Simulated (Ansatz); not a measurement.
## Electronic structure of Be$_{6}$S in real space

Input file:

```
crystal:
  lattice:
    - [3.9356916778, 0.0, 0.0]
    - [-1.9678458389, 3.4084089745, 0.0]
    - [0.0, 0.0, 5.861211331]
  atoms:
    - { symbol: Be, position: [0.0, 0.0, 0.6586122742] }
    - { symbol: Be, position: [0.6343039498, 0.6343039498, 0.2950194471] }
    - { symbol: Be, position: [0.0, 0.3656960502, 0.2950194471] }
    - { symbol: Be, position: [0.3656960502, 0.0, 0.2950194471] }
    - { symbol: Be, position: [0.6666666667, 0.3333333333, 0.5853808729] }
    - { symbol: Be, position: [0.3333333333, 0.6666666667, 0.5853808729] }
    - { symbol: S, position: [0.0, 0.0, 0.0455676386] }
basis:
  ecutwfc: 420
kpoints:
  mp_grid: { grid: [12, 12, 6] }
  band_path:
    path:
      - [[0.0, 0.0, 0.0], [0.5, 0.0, 0.0], [0.33333333, 0.33333333, 0.0], [0.0, 0.0, 0.0], [0.0, 0.0, 0.5], [0.5, 0.0, 0.5], [0.33333333, 0.33333333, 0.5], [0.0, 0.0, 0.5]]
      - [[0.5, 0.0, 0.5], [0.5, 0.0, 0.0]]
      - [[0.33333333, 0.33333333, 0.5], [0.33333333, 0.33333333, 0.0], [0.33333333, 0.33333333, -0.5]]
    npoints: 14
hamiltonian:
  xc: pbe
scf:
  occupations: { method: gaussian, width: 0.1 }
  n_extra_bands: 17
output:
  forces: true
  stress: true
  eigenvalues: true
  populations: true
  dos: { projected: true, de: 0.02, nscf_kmesh: { grid: [15, 15, 8] } }
  bader: true
  write_density: true
  write_potential: true
  elf: true
  volumetric_format: npy
```

Run with:

```sh
ansatz run input.yaml --threads 1 --pin off --max-ram 2560MiB --backend cpu --events-out ev --progress --plain --runs-dir out
```

Below, planes, directions and counts refer to the conventional cell (a = 3.94 Å, b = 3.94 Å, c = 5.86 Å, α = 90.00°, β = 90.00°, γ = 120.00°).

Space group P31m; a generated structure, not necessarily the stable one.

These are results of Ansatz, DFT PBE, scalar-relativistic, plane waves, PAW, not measurements.

In a PAW calculation such maps are meaningful between the atoms, not at the nuclei.

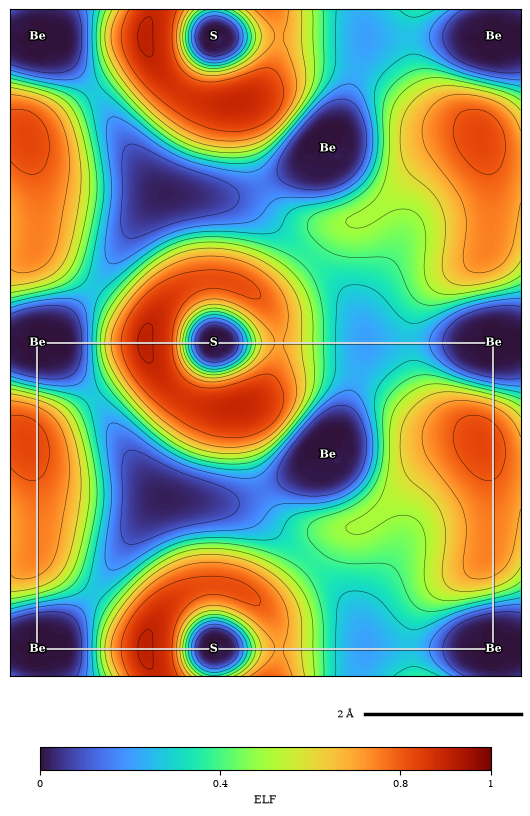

Figure 1. ELF on the (11̄0) plane of the conventional cell.

> Interpret the plot.

- The plane passes through Be and S nuclei.
- Be–S (2.05 Å): the ELF peaks at about 0.85 in the valence shell of S, 0.9 Å from its nucleus, and is about 0.85 at the midpoint.
- Be–S (2.27 Å): the ELF peaks at about 0.90 in the valence shell of S, 0.9 Å from its nucleus, and is about 0.85 at the midpoint.
- The ELF has a maximum of about 0.85 in the space between the atoms, on no atom or two-centre bond.

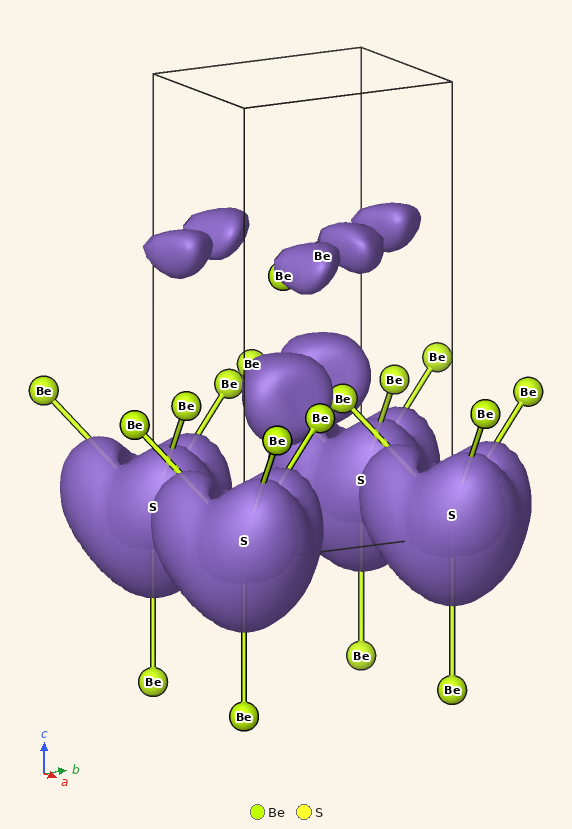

Figure 2. Isosurface of the electron localisation function at 0.8 (purple), seen slightly off an axis. Core shells and regions of very low density are left out. Sticks mark near contacts.

> What do the ELF domains correspond to?

At this value the surface marks out one region wrapped around S (its valence shell) and five pockets between the atoms, centred on no nucleus (multi-centre or interstitial), counted in one cell of 7 atoms. Any copies at cell faces, edges or corners count once.

> Metal or insulator at this level of theory?

It is metallic or semimetallic at this level of theory: no gap opens.
